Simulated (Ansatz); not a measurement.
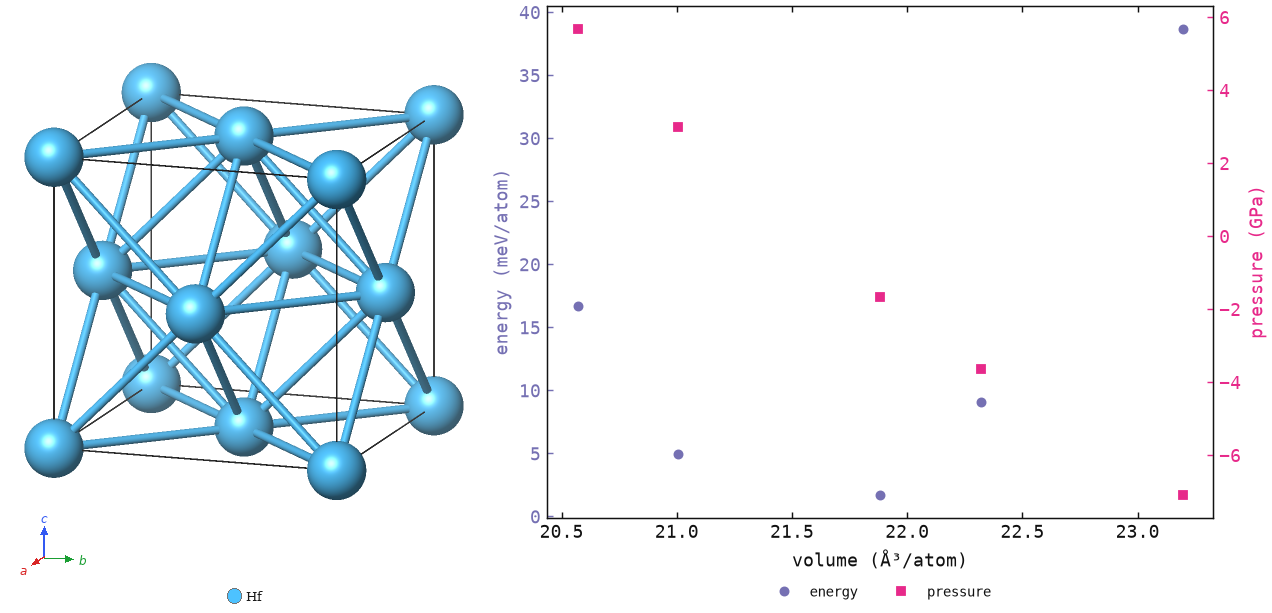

Plotted: energy and pressure against volume for Hf, space group Fm-3m (No. 225). The conventional cell is drawn beside the plot.

The given structure:
```cif
data_structure
_symmetry_space_group_name_H-M 'P 1'
_symmetry_Int_Tables_number 1
_cell_length_a 3.1396
_cell_length_b 3.1396
_cell_length_c 3.1396
_cell_angle_alpha 60.000
_cell_angle_beta 60.000
_cell_angle_gamma 60.000
_cell_volume 21.88
loop_
_atom_site_label
_atom_site_type_symbol
_atom_site_fract_x
_atom_site_fract_y
_atom_site_fract_z
_atom_site_occupancy
Hf1 Hf 0.00000 0.00000 0.00000 1
```

Method: all-electron LAPW DFT, no spin polarisation; energies at scaled volumes of the given cell, shape and fractions fixed, counted from the fit's minimum, third-order Birch-Murnaghan fit (Ansatz 0.2.0). Level: PBEsol.

```json
{"setting": "k mesh", "value": "10×10×10"}
{"setting": "occupations", "value": "Fermi–Dirac"}
{"setting": "smearing width", "value": "0.05 eV"}
{"setting": "potentials", "value": "all electron LAPW, scalar relativistic"}
{"setting": "program settings", "value": "basis error eV/atom 0.001"}
```

The points at volume 21.44 Å³/atom and 22.76 Å³/atom are left out of the plot. What values does the calculation give there?

```tsv
volume (Å³/atom)	energy (meV/atom)	pressure (GPa)
21.44	0.17	0.55
22.76	21.49	-5.45
```
